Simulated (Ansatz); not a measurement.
Run report: TaN, geometry relaxation

The run: geometry relaxation of TaN (Fm-3m, 2 atoms in the cell). Method and program: DFT r2SCAN, scalar-relativistic, plane waves, PAW, no spin polarisation (Ansatz 0.2.0).

The structure derives from an entry of the Crystallography Open Database. Figures and captions count atoms from 1; the log counts them from 0 in places.

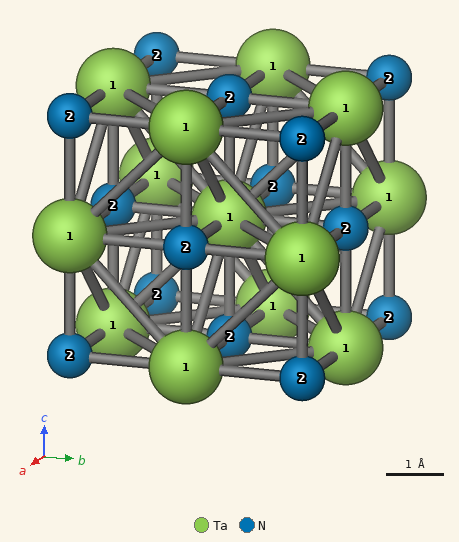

Figure 1. The structure as given in the input (ball-and-stick view of the cell 4 times as large as that of the calculation, set on its symmetry axes, seen slightly off an axis; atoms are numbered from 1 in the order of the input). An atom can appear more than once, as a periodic image. Near neighbours in the periodic cell (some may lie outside the picture): Ta has 6 N at 2.18 Å and 12 Ta at 3.08 Å; N has 6 Ta at 2.18 Å.

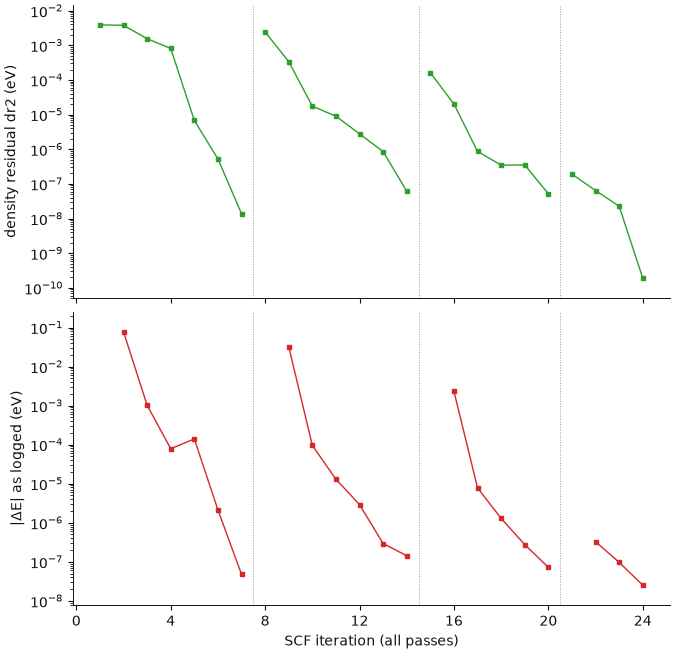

Figure 2. Convergence of the self-consistent field: density residual dr2 and size of the energy change against the SCF iteration. The dotted lines part the SCF passes of the relaxation: geometry steps, rejected trials and re-solves on a re-selected basis. The passes take 7, 7, 6 and 4 iterations.

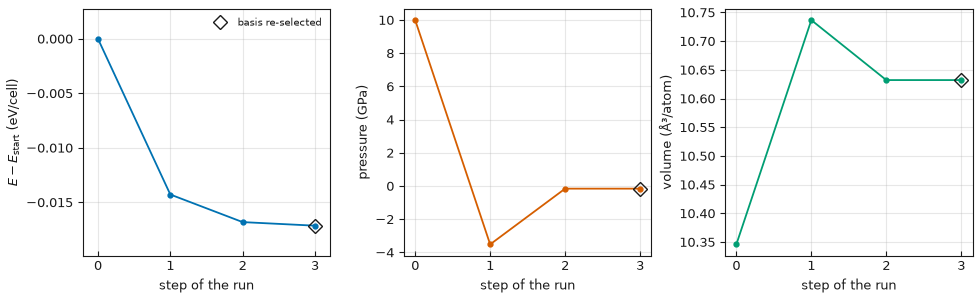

Figure 3. Progress of the relaxation, step by step (the first geometry is step 0 here and step 1 in the log).

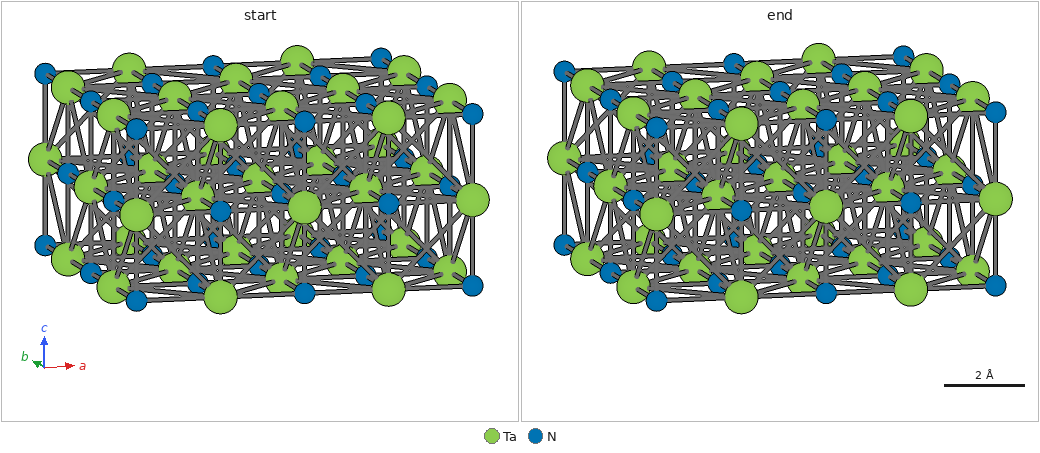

Figure 4. Before (left) and after (right) the relaxation, at one scale (ball-and-stick view of the cell 4 times as large as that of the calculation, set on its symmetry axes, repeated 2 × 2 × 1, seen slightly off an axis). The energy falls by 16.8 meV per cell of the calculation in 2 geometry steps. All forces vanish by symmetry, so only the cell relaxes. Pressure: 10.00 GPa at the start and −0.16 GPa at the end. The atoms keep their places relative to the cell (all moves are under 0.005 Å). The volume changes by +2.8 %, with a = b = c 4.358 → 4.398 Å (+0.9 %). Distances before and after: Ta1–Ta1 3.082 → 3.110 Å, Ta1–N2 2.179 → 2.199 Å. The space group stays Fm-3m (No. 225). A last SCF at the same geometry on a re-selected plane-wave basis shifts the energy by −0.3 meV per cell of the calculation. (Atoms are counted from 1 in the order of the input.)

The input and output of the run follow.

Input file
```yaml
crystal:
  lattice:
    - [0.0, 2.179, 2.179]
    - [2.179, 0.0, 2.179]
    - [2.179, 2.179, 0.0]
  atoms:
    - { symbol: Ta, position: [0.5, 0.5, 0.5] }
    - { symbol: "N", position: [0.0, 0.0, 0.0] }
basis:
  ecutwfc: 500
kpoints:
  mp_grid: { grid: [8, 8, 8] }
hamiltonian:
  xc: r2scan
scf:
  occupations: { method: gaussian, width: 0.1 }
output:
  forces: true
  stress: true
  eigenvalues: true
relax:
  adjacent_minimum: "off"
  f_tol: 0.05
  max_steps: 80
  cell: { stress_tol: 0.5 }
```

Command:
```bash
ansatz run input.yaml --threads 2 --pin off --max-ram 5120MiB --backend cpu --events-out ev --progress --plain --runs-dir out
```

Output
```
Engine: ansatz 0.2.0, x86_64-unknown-linux-gnu
Pseudopotentials: kind: paw
Pseudopotential: Ta, paw, valence charge 13, recommended cutoff 500 eV (meta_gga), Ta.paw.azcp
Pseudopotential: N, paw, valence charge 5, recommended cutoff 500 eV (meta_gga), N.paw.azcp
Functional definition: r2SCAN
  parameter k0 = 0.174
  parameter k1 = 0.065
  parameter a1 = 4.9479
  exchange = r2scan_x(k0 = k0, k1 = k1, a1 = a1)
  correlation = r2scan_c
Crystal: 2 atoms, lattice volume = 20.692 Å³
Basis set: ecut = 500 eV, 531 PW (Γ), exchange–correlation on 96×96×96 points (64 copies of the dense FFT grid, shifted against one another)
Bands: 13, of which v1, the nominal top of the filled ones, is band 9 counted from 1 (8 counted from 0)
Symmetry: 48 space group operations
Space group: Fm-3m (ITA 225), of the structure as read, at distance tolerance 2.7e-5 Å
k-points: 29 of 512
Non-local potential: Ta, projectors of the file, l = 0: 3, l = 1: 2, l = 2: 2, l = 3: 1
Non-local potential: N, projectors of the file, l = 0: 2, l = 1: 2, l = 2: 1
PAW form: soft (Blöchl's): semilocal exchange-correlation on the pseudo side does not see the compensation charge
PAW frozen core: Ta, regenerated for the run's functional (the file was generated under x = pbe(κ = 0.804, μ = 0.2195149727645171), c = pbe(β = 0.06672455060314922))
PAW frozen core: N, regenerated for the run's functional (the file was generated under x = pbe(κ = 0.804, μ = 0.2195149727645171), c = pbe(β = 0.06672455060314922))
PAW one-centre angular grid: Ta, 590 points (default); XC on 160 Gauss nodes
PAW one-centre angular grid: N, 302 points (default); XC on 160 Gauss nodes
Initial density: superposition of atomic densities (neutral atoms: chi_scale 0, normalization atom), corrected by the library's trained network
Initial wavefunctions: pseudopotential atomic-orbital guess
Functional: x = r2scan, c = r2scan; τ floored in thin density (d = 2e-4 eV/Å³)
SCF iter   1: F=—  HF=-10330.936314 eV  |F-HF|=—  |Δ(HF+E_count)|=         —  Δρ=7.54e-3  dr2=3.89e-3  dr2_τ=1.46e-1  ethr=1.77e-3  ⟨swp⟩=5.9  Hψ=4738  notcnv=0  defer=9
automatic band count: the SCF goes on with 17 bands, as 13 were too few: the levels above may hold too much charge
preconditioner: auto → none  [insulator: Δε(μ)=0.150 eV  Ē_g=16.778 eV  σ=0.100 eV  W_gap=0.71  n_scr=8 (ndim 8)  ℏωp=25.8 eV  f_vac=0.000  D(μ)=0.55/eV (n_scr^D=0)  ε∞_Penn≈3.4]
SCF iter   2: F=—  HF=-10331.013900 eV  |F-HF|=—  |Δ(HF+E_count)|=   7.76e-2  Δρ=5.57e-3  dr2=3.77e-3  dr2_τ=2.42e-4  ethr=2.16e-5  ⟨swp⟩=2.0  Hψ=1152  notcnv=0  defer=66
SCF iter   3: F=—  HF=-10331.014923 eV  |F-HF|=—  |Δ(HF+E_count)|=   1.02e-3  Δρ=3.37e-3  dr2=1.55e-3  dr2_τ=2.55e-4  ethr=2.09e-5  ⟨swp⟩=2.0  Hψ=567  notcnv=0  defer=66
SCF iter   4: F=—  HF=-10331.014844 eV  |F-HF|=—  |Δ(HF+E_count)|=   7.85e-5  Δρ=1.89e-3  dr2=8.09e-4  dr2_τ=4.88e-5  ethr=8.60e-6  ⟨swp⟩=2.0  Hψ=585  notcnv=0  defer=66
SCF iter   5: F=—  HF=-10331.014705 eV  |F-HF|=—  |Δ(HF+E_count)|=   1.40e-4  Δρ=1.73e-4  dr2=6.77e-6  dr2_τ=4.80e-7  ethr=4.50e-6  ⟨swp⟩=2.2  Hψ=537  notcnv=0  defer=66
SCF iter   6: F=—  HF=-10331.014707 eV  |F-HF|=—  |Δ(HF+E_count)|=   2.13e-6  Δρ=4.92e-5  dr2=5.25e-7  dr2_τ=3.08e-8  ethr=3.76e-8  ⟨swp⟩=2.1  Hψ=563  notcnv=0  defer=66
SCF iter   7: F=-10331.014707 eV  HF=-10331.014707 eV  |F-HF|=7.21e-9  |Δ(HF+E_count)|=   4.75e-8  Δρ=8.06e-6  dr2=1.38e-8  dr2_τ=9.02e-10  ethr=5.56e-10  ⟨swp⟩=8.6  Hψ=2244  notcnv=0
SCF 1 converged in 7 iterations: F = -10331.014707 eV  dr2 = 1.38e-8
  greatest PAW one-centre occupation: 0.998 electrons in one spin orbital (limit 2), on the Ta atom at site 0 (counted from 0), in its partial waves of l = 0
relax step   1: F+E_penalty+E_count = -10331.01470693 eV  Δ(F+E_penalty+E_count) = +0.000e0 eV  max|allowed force component| = 2.130e-29 eV/Å  Δτ_max = 0.0000 Å  P = +9.996 GPa  Ω = 20.692 Å³  (7 SCF iters, dr2 threshold 1.00e-7 eV, accepted)
Crystal: 2 atoms, lattice volume = 21.473 Å³
Basis set: ecut = 500 eV, 537 PW (Γ), exchange–correlation on 96×96×96 points (64 copies of the dense FFT grid, shifted against one another)
Bands: 17, of which v1, the nominal top of the filled ones, is band 9 counted from 1 (8 counted from 0)
Initial density: handed on by an earlier stage of this run
Initial wavefunctions: those handed on with the density
iter 1 solved again at ethr=1.39e-5 eV; its pass at ethr=3.10e-3 eV (dr2=2.51e-3 eV) is discarded
SCF iter   1: F=—  HF=-10330.996613 eV  |F-HF|=—  |Δ(HF+E_count)|=         —  Δρ=3.61e-3  dr2=2.43e-3  dr2_τ=2.41e-2  ethr=1.39e-5  ⟨swp⟩=1.6  Hψ=3009  notcnv=0
preconditioner: auto → none  [insulator: Δε(μ)=0.205 eV  Ē_g=16.217 eV  σ=0.100 eV  W_gap=0.84  n_scr=8 (ndim 8)  ℏωp=25.3 eV  f_vac=0.000  D(μ)=0.54/eV (n_scr^D=0)  ε∞_Penn≈3.4]
SCF iter   2: F=—  HF=-10331.028875 eV  |F-HF|=—  |Δ(HF+E_count)|=   3.23e-2  Δρ=1.39e-3  dr2=3.38e-4  dr2_τ=6.31e-5  ethr=1.35e-5  ⟨swp⟩=2.0  Hψ=923  notcnv=0
SCF iter   3: F=—  HF=-10331.028970 eV  |F-HF|=—  |Δ(HF+E_count)|=   9.55e-5  Δρ=4.52e-4  dr2=1.75e-5  dr2_τ=1.19e-5  ethr=1.88e-6  ⟨swp⟩=2.8  Hψ=750  notcnv=0
SCF iter   4: F=—  HF=-10331.028983 eV  |F-HF|=—  |Δ(HF+E_count)|=   1.30e-5  Δρ=2.15e-4  dr2=9.00e-6  dr2_τ=8.63e-7  ethr=9.74e-8  ⟨swp⟩=2.0  Hψ=591  notcnv=0
SCF iter   5: F=—  HF=-10331.028986 eV  |F-HF|=—  |Δ(HF+E_count)|=   2.91e-6  Δρ=1.09e-4  dr2=2.78e-6  dr2_τ=4.43e-7  ethr=5.00e-8  ⟨swp⟩=2.0  Hψ=639  notcnv=0
SCF iter   6: F=—  HF=-10331.028986 eV  |F-HF|=—  |Δ(HF+E_count)|=   2.93e-7  Δρ=6.06e-5  dr2=8.57e-7  dr2_τ=1.27e-8  ethr=1.54e-8  ⟨swp⟩=1.0  Hψ=493  notcnv=0
SCF iter   7: F=-10331.028986 eV  HF=-10331.028986 eV  |F-HF|=4.70e-8  |Δ(HF+E_count)|=   1.43e-7  Δρ=1.62e-5  dr2=6.17e-8  dr2_τ=8.40e-10  ethr=1.11e-9  ⟨swp⟩=3.0  Hψ=1524  notcnv=0
SCF 2 converged in 7 iterations: F = -10331.028986 eV  dr2 = 6.17e-8
relax step   2: F+E_penalty+E_count = -10331.02898578 eV  Δ(F+E_penalty+E_count) = -1.428e-2 eV  max|allowed force component| = 7.954e-30 eV/Å  Δτ_max = 0.0000 Å  P = -3.516 GPa  Ω = 21.473 Å³  energy of the carried Pulay correction = -4.431e-4 eV  (7 SCF iters, dr2 threshold 2.00e-7 eV, accepted)
Crystal: 2 atoms, lattice volume = 21.264 Å³
iter 1 solved again at ethr=1.02e-6 eV; its pass at ethr=3.10e-3 eV (dr2=1.84e-4 eV) is discarded
SCF iter   1: F=—  HF=-10331.029184 eV  |F-HF|=—  |Δ(HF+E_count)|=         —  Δρ=9.45e-4  dr2=1.62e-4  dr2_τ=1.62e-3  ethr=1.02e-6  ⟨swp⟩=2.0  Hψ=2862  notcnv=0
preconditioner: auto → none  [insulator: Δε(μ)=0.211 eV  Ē_g=16.395 eV  σ=0.100 eV  W_gap=0.85  n_scr=8 (ndim 8)  ℏωp=25.5 eV  f_vac=0.000  D(μ)=0.53/eV (n_scr^D=0)  ε∞_Penn≈3.4]
SCF iter   2: F=—  HF=-10331.031508 eV  |F-HF|=—  |Δ(HF+E_count)|=   2.32e-3  Δρ=3.50e-4  dr2=2.02e-5  dr2_τ=4.45e-6  ethr=9.00e-7  ⟨swp⟩=2.0  Hψ=731  notcnv=0
SCF iter   3: F=—  HF=-10331.031516 eV  |F-HF|=—  |Δ(HF+E_count)|=   7.82e-6  Δρ=1.10e-4  dr2=8.68e-7  dr2_τ=6.88e-7  ethr=1.12e-7  ⟨swp⟩=2.9  Hψ=760  notcnv=0
SCF iter   4: F=—  HF=-10331.031517 eV  |F-HF|=—  |Δ(HF+E_count)|=   1.29e-6  Δρ=4.60e-5  dr2=3.48e-7  dr2_τ=3.54e-8  ethr=1.11e-9  ⟨swp⟩=6.4  Hψ=2169  notcnv=0
SCF iter   5: F=—  HF=-10331.031517 eV  |F-HF|=—  |Δ(HF+E_count)|=   2.75e-7  Δρ=3.85e-5  dr2=3.52e-7  dr2_τ=2.83e-8  ethr=1.11e-9  ⟨swp⟩=5.2  Hψ=2098  notcnv=0
SCF iter   6: F=-10331.031517 eV  HF=-10331.031517 eV  |F-HF|=3.99e-8  |Δ(HF+E_count)|=   7.19e-8  Δρ=1.49e-5  dr2=5.19e-8  dr2_τ=6.04e-10  ethr=1.11e-9  ⟨swp⟩=3.0  Hψ=1485  notcnv=0
SCF 3 converged in 6 iterations: F = -10331.031517 eV  dr2 = 5.19e-8
relax step   3: F+E_penalty+E_count = -10331.03151718 eV  Δ(F+E_penalty+E_count) = -2.531e-3 eV  max|allowed force component| = 6.508e-30 eV/Å  Δτ_max = 0.0000 Å  P = -0.159 GPa  Ω = 21.264 Å³  energy of the carried Pulay correction = -3.262e-4 eV  (6 SCF iters, dr2 threshold 2.00e-7 eV, accepted)
Initial wavefunctions: pseudopotential atomic-orbital guess (no wavefunctions were taken with the density)
iter 1 solved again at ethr=4.76e-9 eV; its pass at ethr=3.10e-3 eV (dr2=8.56e-7 eV) is discarded
SCF iter   1: F=—  HF=-10331.031844 eV  |F-HF|=—  |Δ(HF+E_count)|=         —  Δρ=8.19e-5  dr2=1.92e-7  dr2_τ=1.14e-6  ethr=4.76e-9  ⟨swp⟩=3.2  Hψ=3999  notcnv=0
preconditioner: auto → none  [insulator: Δε(μ)=0.211 eV  Ē_g=16.385 eV  σ=0.100 eV  W_gap=0.85  n_scr=8 (ndim 8)  ℏωp=25.5 eV  f_vac=0.000  D(μ)=0.53/eV (n_scr^D=0)  ε∞_Penn≈3.4]
SCF iter   2: F=—  HF=-10331.031844 eV  |F-HF|=—  |Δ(HF+E_count)|=   3.27e-7  Δρ=4.17e-5  dr2=6.44e-8  dr2_τ=5.95e-8  ethr=1.07e-9  ⟨swp⟩=2.0  Hψ=635  notcnv=0
SCF iter   3: F=—  HF=-10331.031845 eV  |F-HF|=—  |Δ(HF+E_count)|=   9.65e-8  Δρ=2.01e-5  dr2=2.27e-8  dr2_τ=1.35e-8  ethr=3.58e-10  ⟨swp⟩=2.4  Hψ=639  notcnv=0
SCF iter   4: F=-10331.031845 eV  HF=-10331.031845 eV  |F-HF|=2.64e-10  |Δ(HF+E_count)|=   2.53e-8  Δρ=1.78e-6  dr2=1.91e-10  dr2_τ=6.21e-11  ethr=1.11e-11  ⟨swp⟩=3.5  Hψ=1857  notcnv=0
SCF 4 converged in 4 iterations: F = -10331.031845 eV  dr2 = 1.91e-10
relax step   4: F+E_penalty+E_count = -10331.03184457 eV  Δ(F+E_penalty+E_count) = -3.274e-4 eV  max|allowed force component| = 1.195e-29 eV/Å  Δτ_max = 0.0000 Å  P = -0.158 GPa  Ω = 21.264 Å³  stress off target by 1.58e-1 GPa  SCF on the basis re-selected at this cell (its energy is not comparable with the rows above)  (4 SCF iters)
basis re-selected at this cell: Δ(F+E_penalty+E_count) = -3.274e-4 eV, ΔP = +0.000 GPa vs the last step (what re-selecting the basis moved, of the pressure what is left beyond the Pulay correction that the steps carried, after the strain that the cell walked since its last selection, with what the two solves' SCF thresholds leave and, on support functions, any second-order correction that the steps lacked; it is no measure of the basis error at this ecutwfc). This SCF's stress stands 1.58e-1 GPa from its target on what of the cell is left free (relax.cell.stress_tol is 5.00e-1 GPa) and its largest allowed force component is 1.19e-29 eV/Å (relax.f_tol is 5.00e-2 eV/Å): within both
SCF converged after 4 iterations
Free energy (F): -10331.031845 eV
Harris-Foulkes:  -10331.031845 eV  (|F-HF|=2.64e-10)
Internal energy: -10331.029189 eV  (E = F + TS)
E sigma→0 (E₀):  -10331.030517 eV
Entropy (-TS):   -0.002656 eV (-1.328 meV/atom)
Fermi energy:    21.830199 eV
--- Per-component energies (eV) ---
  E_band       = -59.835378
  E_kinetic    = 503.172586
  E_local      = -584.529357  (includes V_loc(G=0)·N_el)
  E_nonlocal   = 59.695128
  E_hartree    = 197.641611
  E_xc         = -265.822244
  E_vxc        = -308.727384  (∫ρ·V_xc dr)
  E_paw        = -8552.307673  (= ΣΔE_a)
  E_vpaw       = -140.683492  (= ΣTr[D̂ρ^β])
  E_aug_tail   = 0.000083  (compensation charges beyond the density's cutoff)
  E_vtau       = 15.953923  (kinetic-family band-sum trace: ∫τ·v_τ [+ j·A + Jᵃ·Aᵃ] dr)
  E_ewald      = -1688.093478
  E_core_change = -0.785845  (= ΣΔE_core)
  E_smearing   = -0.002656  (= −TS)
  E_closure    = -0.000000  (closes the sum)
  Σ components = -10331.031845   (vs F -10331.031845, Δ=0.00e0)
--- Forces (eV/Å), atoms counted from 1 ---
  atom   1  Ta     0.00000000     0.00000000    -0.00000000
  atom   2  N     -0.00000000     0.00000000     0.00000000
  max |Σ_I F_I| component: 2.34e-29 eV/Å
--- Stress (GPa, compression-positive) ---
       -0.158356      -0.000000      -0.000000
       -0.000000      -0.158356       0.000000
       -0.000000       0.000000      -0.158356
  P = ⅓ Tr σ = -0.1584 GPa (-1.584 kbar)
--- Band table (eV; the first three rows and the last of 29) ---
  k-point 0: bands = ["-49.7057", "-15.2959", "-15.2959", "-15.2959", "1.7892", "17.6258", "17.6258", "17.6258", "19.6156", "19.6156", "19.6156", "21.9535", "21.9535", "23.5369", "31.4797", "46.3668", "46.3668"]
  k-point 1: bands = ["-49.6969", "-15.4339", "-15.3079", "-15.3079", "2.1572", "16.0702", "16.5887", "16.5887", "20.1522", "20.1522", "20.1827", "23.3018", "23.3018", "24.6030", "32.5935", "42.8292", "44.1385"]
  k-point 2: bands = ["-49.6757", "-15.7538", "-15.3368", "-15.3368", "3.1051", "13.7139", "15.1298", "15.1298", "21.0025", "21.3723", "21.3723", "25.8737", "25.8737", "26.4923", "34.4899", "39.8178", "39.9884"]
  k-point 28: bands = ["-49.6256", "-15.8135", "-15.8135", "-15.6138", "3.6593", "13.9370", "14.5909", "14.5909", "21.5682", "21.5682", "25.3465", "25.9940", "26.6125", "32.4303", "34.2368", "34.2368", "37.7085"]
--- Relaxed structure (3 steps of the walk, 3 accepted, 1 SCFs on fresh bases) ---
  F+E_penalty+E_count = -10331.03184457 eV   max|allowed force component| = 1.195e-29 eV/Å   (the final SCF, on the basis selected at the relaxed cell)
  cell:  # Å, volume = 21.2645 Å³
    - [-5.095372032895592e-35, 2.19891334377949, 2.19891334377949]
    - [2.19891334377949, 1.2566262238158716e-33, 2.19891334377949]
    - [2.19891334377949, 2.19891334377949, -1.7216784408026148e-35]
  atoms:
    - { symbol: Ta, position: [0.5, 0.5, 0.5] }
    - { symbol: N, position: [1.5536593530887123e-36, -1.3234875970764981e-36, -1.553659353089628e-36] }
```

Trajectory as extended XYZ (Å, eV, eV/Å), 4 frames, from step=1 to step=4
```
2
Lattice="0.0000 2.1790 2.1790 2.1790 0.0000 2.1790 2.1790 2.1790 0.0000" Properties=species:S:1:pos:R:3:forces:R:3 step=1 energy=-10331.01471 pressure_GPa=10.00
Ta    2.1790    2.1790    2.1790    0.0000   0.0000   0.0000
N     0.0000    0.0000    0.0000    0.0000   0.0000   0.0000
2
Lattice="0.0000 2.2061 2.2061 2.2061 0.0000 2.2061 2.2061 2.2061 0.0000" Properties=species:S:1:pos:R:3:forces:R:3 step=2 energy=-10331.02899 pressure_GPa=-3.52
Ta    2.2061    2.2061    2.2061    0.0000   0.0000   0.0000
N     0.0000    0.0000    0.0000    0.0000   0.0000   0.0000
2
Lattice="0.0000 2.1989 2.1989 2.1989 0.0000 2.1989 2.1989 2.1989 0.0000" Properties=species:S:1:pos:R:3:forces:R:3 step=3 energy=-10331.03152 pressure_GPa=-0.16
Ta    2.1989    2.1989    2.1989    0.0000   0.0000   0.0000
N     0.0000    0.0000    0.0000    0.0000   0.0000   0.0000
2
Lattice="0.0000 2.1989 2.1989 2.1989 0.0000 2.1989 2.1989 2.1989 0.0000" Properties=species:S:1:pos:R:3:forces:R:3 step=4 energy=-10331.03184 pressure_GPa=-0.16
Ta    2.1989    2.1989    2.1989    0.0000   0.0000   0.0000
N     0.0000    0.0000    0.0000    0.0000   0.0000   0.0000
```

Results in brief

```csv
quantity,value
outcome,converged
space group (tolerance 0.01 Å),Fm-3m (225)
electrons treated,18
free energy,−10331.0318 eV
Fermi energy,21.830 eV
gap on the k-point mesh,none (metallic)
pressure,−0.16 GPa
final volume,21.26 Å³
largest force (length of the vector) at the end,under 0.001 eV/Å
final cell,"a = 3.110 Å, b = 3.110 Å, c = 3.110 Å, α = 60.00°, β = 60.00°, γ = 60.00°"
hardware,"2 threads of Oxide Virtual Turin-like (Zen 5), 32 GiB of memory available, shared host"
wall time,3.5 s (CPU time 6 s)
peak memory,0.41 GiB
```

Spin–orbit coupling is left out, which matters for Ta.
